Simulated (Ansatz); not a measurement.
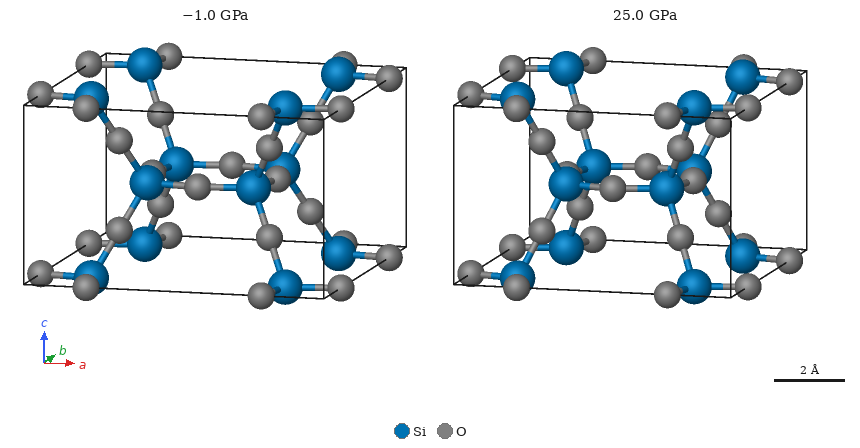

A crystal of SiO₂ (set up in I4/mmm), relaxed (cell and atoms) at several target pressures. The picture shows the first and the last member. Style: ball-and-stick. Shown: the conventional cell (2 times the calculation's cell), slightly off an axis. Lengths and directions refer to the drawn axes.

Computed with Ansatz 0.2.0: DFT r2SCAN, scalar-relativistic, plane waves, PAW. Settings: plane-wave cutoff 500 eV; k-point mesh 6 × 6 × 6; occupations gaussian; smearing width 0.02 eV; no spin polarisation; cell and atoms relaxed; force threshold 0.008 eV/Å.

```tsv
pressure (GPa)	volume (Å³/atom)	a (Å)	c (Å)	band gap (eV)
−1.0	17.544	8.965	5.239	6.06
0.0	17.417	8.939	5.231	6.08
1.0	17.293	8.913	5.224	6.09
4.0	?	?	?	?
12.0	16.107	8.636	5.184	6.06
25.0	14.925	8.275	5.232	5.77
```

Fill in the missing row.

Murnaghan's form V = V₀(1 + B′P/B₀)^(−1/B′), with V₀ = 17.417 Å³ from the row at zero pressure, fits the other rows with B₀ = 145 GPa and B′ = 1.42 (largest miss 0.006 Å³). At 4.0 GPa it gives 17.417 × (1 + 1.42 × 4.0/145)^(−1/1.42) = 16.952 Å³ per atom. The calculation gives 16.941 Å³/atom (a = 8.835 Å, c = 5.208 Å). The estimate is 0.011 Å³/atom too high. For the gap a parabola through the rows −1.0, 0.0, 1.0 gives 6.06 eV, and the calculation 6.10 eV (semilocal gaps, lower than measured ones as a rule). From the first member to the last: O–Si 1.605 → 1.535 Å.

The whole series:

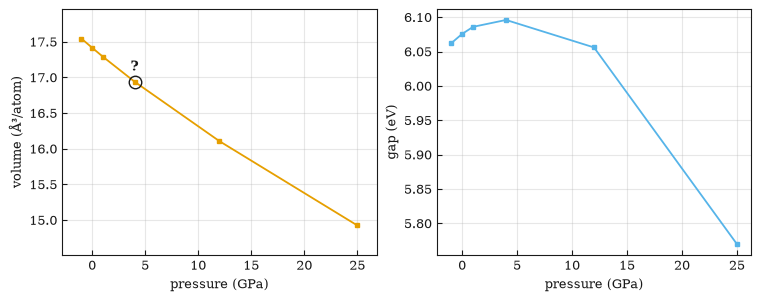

Each member starts from this one structure; whether another phase lies lower wasn't checked.
